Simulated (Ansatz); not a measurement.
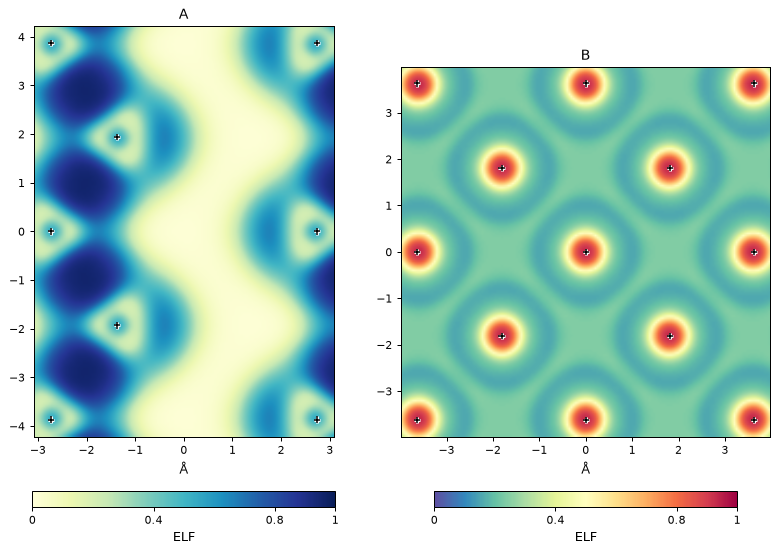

The ELF of 2 systems, each on a plane through atoms (crosses mark nuclei in the plane).

These are results of DFT PBE, scalar-relativistic, plane waves, PAW (Ansatz 0.2.0), not measurements.

System 1: Si, the (110) plane of the conventional cell. Space group Fd-3m.

```xyz
8
Lattice="5.4697 0.0000 0.0000 0.0000 5.4697 0.0000 0.0000 0.0000 5.4697" Properties=species:S:1:pos:R:3 pbc="T T T"
Si    1.3674    1.3674    1.3674
Si    4.1023    4.1023    1.3674
Si    4.1023    1.3674    4.1023
Si    1.3674    4.1023    4.1023
Si    0.0000    0.0000    0.0000
Si    2.7348    2.7348    0.0000
Si    2.7348    0.0000    2.7348
Si    0.0000    2.7348    2.7348
```

System 2: Cu, the (100) plane of the conventional cell. Space group Fm-3m; a generated structure, not necessarily the stable one; computed without spin polarisation.

```
Cu
1.0
     3.62975    0.00000    0.00000
     0.00000    3.62975    0.00000
     0.00000    0.00000    3.62975
Cu
4
Direct
  0.00000 0.00000 0.00000
  0.50000 0.50000 0.00000
  0.50000 0.00000 0.50000
  0.00000 0.50000 0.50000
```

> Which map belongs to which system?

Panel A is system 1, Si: the plane holds Si. Si–Si (2.37 Å): the ELF peaks at about 0.95 between the atoms; a covalent bond. Panel B is system 2, Cu: the plane holds Cu. Cu–Cu (2.57 Å): the ELF is about 0.20 at the midpoint (no localised pair shows between them).
